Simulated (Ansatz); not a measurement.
Structure data:

```xyz
4
Lattice="3.5667 0.0000 0.0000 0.0000 3.5667 0.0000 0.0000 0.0000 3.5667" Properties=species:S:1:pos:R:3 pbc="T T T"
Al    0.0000    0.0000    0.0000
Ni    0.0000    1.7833    1.7833
Ni    1.7833    0.0000    1.7833
Ni    1.7833    1.7833    0.0000
```

Question: Work out the structure from the coordinates.

Answer: The structure is one of AlNi₃. The symmetry is that of Pm-3m (No. 221), on a primitive cubic lattice. The prototype is Cu₃Au (L1₂) type. The cell comprises 1 formula unit: 1 Al, 3 Ni. Around each Al lie twelve Ni in a cuboctahedral arrangement at 2.52 Å. About every Ni there are eight Ni and four Al in a cuboctahedral arrangement (2.52 Å to Ni, 2.52 Å to Al). The bonds build a three-dimensional framework.

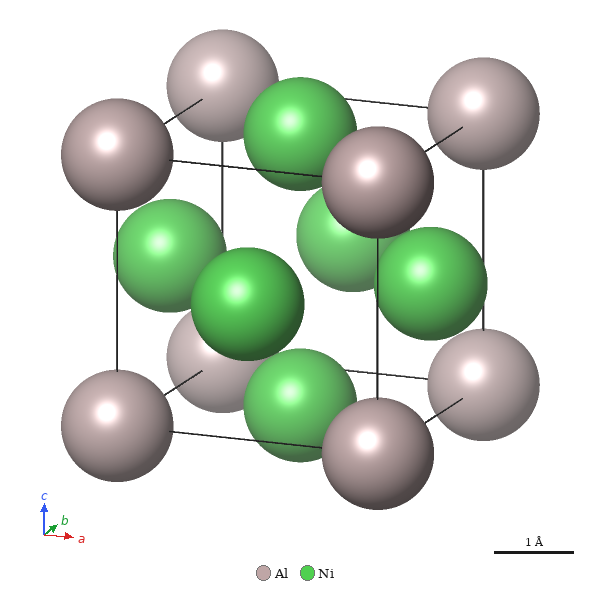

Shown here is a spheres-only view of the crystal, taken slightly off an axis. The conventional unit cell is drawn as a box.

The model was built from a structure listed in the Materials Project, with elements exchanged, so it need not be a known form of the compound. The geometry is the end of a relaxation with DFT PBE, scalar-relativistic, plane waves, PAW in Ansatz 0.2.0.
